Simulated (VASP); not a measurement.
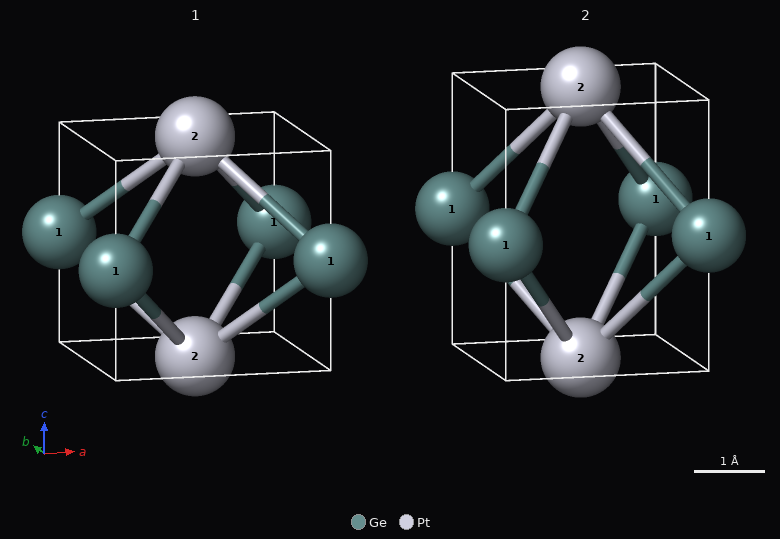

Two geometries of a crystal of GePt (a generated structure, set up in P4/mmm), drawn at one scale. One is the start of a relaxation, the other its converged end. The picture is a ball-and-stick view of the cell of the calculation, seen slightly off an axis.

All numbers below come from VASP, Kohn-Sham DFT of a periodic cell, PBE, VASP PAW PBE potentials, recommended. (plane-wave cutoff 520 eV; k-point mesh 7 × 7 × 5; occupations gaussian; smearing width 0.15 eV; no spin polarisation)

Question: Which geometry has the lower energy?

Answer: Structure 1 is the relaxed one. The run lets cell and atoms move. No atom moves by more than 0.005 Å relative to the cell. Cell: a = b 3.000 → 3.174 Å (+5.8 %), c 3.937 → 3.193 Å (−18.9 %). Volume −9.2 %. Some distances before and after: Pt2–Pt2 3.000 → 3.174 Å, Ge1–Pt2 2.894 → 2.755 Å. The space group stays P4/mmm (No. 123). The energy falls by 130 meV per atom in 10 geometry steps. All forces vanish by symmetry, so only the cell relaxes. The pressure goes from −8.58 to 0.04 GPa. It ran on 1 thread of AMD EPYC 9R45 (Zen 5) (shared host).
